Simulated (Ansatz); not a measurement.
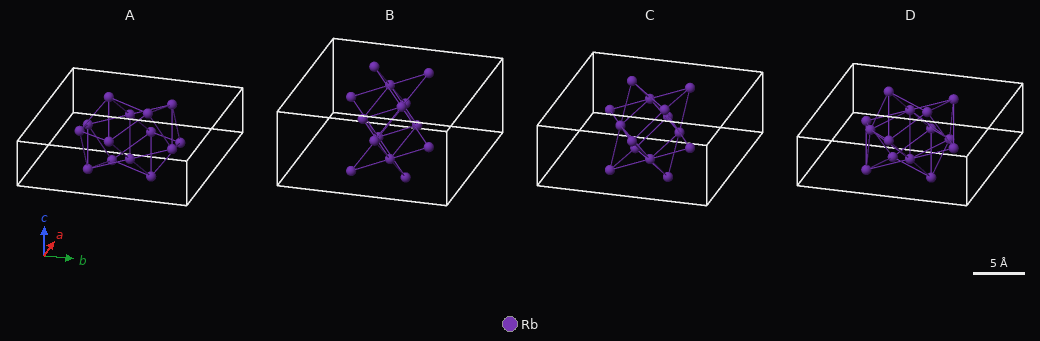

4 geometries from one relaxation of a wire of composition Rb, in shuffled order. A ball-and-stick model of the cell of the calculation, with the vacuum cut short, seen from a free direction.

Case: wire along [1 1 0], 9 atoms a period.

Theory: Ansatz 0.2.0, DFT PBE, scalar-relativistic, plane waves, PAW. Settings: plane-wave cutoff 420 eV; k-point mesh 1 × 1 × 4; occupations gaussian; smearing width 0.05 eV; no spin polarisation; cell relaxed at fixed a, b, alpha, beta, gamma; force threshold 0.02 eV/Å; at most 45 steps.

> Order the frames from highest to lowest energy.

B, C, D, A. They are steps 0, 8, 14, 23, at +0.895 eV per cell of the calculation, +0.625 eV per cell of the calculation, +0.158 eV per cell of the calculation relative to the last. Over 22 accepted moves (23 points after the start) the energy falls by 0.895 eV per cell of the calculation. The largest force component goes from 0.071 to 0.0053 eV/Å. At 1 point the geometry stayed and the basis and grid were re-selected for the new cell (energy shift of 0.1 meV per cell of the calculation at most each time). The largest moves relative to the layer's centre, 2.40 Å, are those of Rb atoms. Along the periodic axis the drawn cell goes c 8.019 → 4.824 Å (−39.8 %). Among the contacts that change: Rb–Rb 8.019 → 4.824 Å, Rb–Rb 4.910 → 8.103 Å, Rb–Rb 5.670 → 4.773 Å, Rb–Rb 4.910 → 5.765 Å. Bonds break: Rb–Rb (4.91 → 8.10 Å). Bond angles that change, for instance: Rb–Rb–Rb 180.0° → 115.9°, Rb–Rb–Rb 109.5° → 60.1°, Rb–Rb–Rb 70.5° → 86.2°.
